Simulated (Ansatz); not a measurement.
Start from this file.

```
Si
1.0
     3.40638    0.00000    0.00000
     0.26749    3.68378    0.00000
     1.61888    1.61132    4.72970
Si
4
Direct
  0.32204 0.32421 0.97546
  0.67796 0.67579 0.02454
  0.18420 0.26810 0.58818
  0.81580 0.73190 0.41182
```

> Work out the structure from the coordinates.

The element is silicon. Its lattice is primitive triclinic, its space group P-1 (No. 2). The cell holds four atoms. The numbers of neighbours within bonding distance are Si 2 to 3 (mean 2.5).

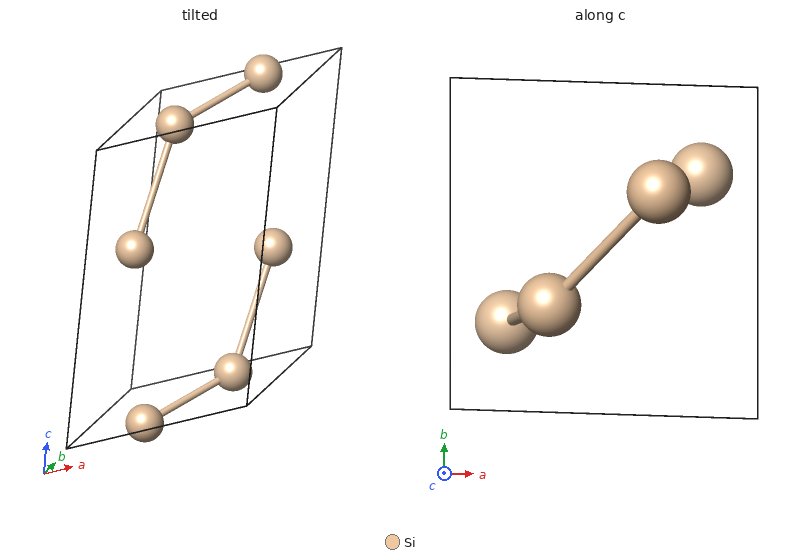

Crystal structure, ball-and-stick style, seen slightly off an axis and along the c axis. One conventional unit cell is framed, with atoms on its boundary repeated.

Provenance: a structure listed in the Materials Project. The cell was then strained or its atoms displaced on purpose. It went into a calculation with Ansatz.

At this level of theory the cell isn't at rest (compressed, at 18 GPa and forces up to 6.7 eV/Å), so its distances can differ from those at equilibrium, the more so the softer the solid.
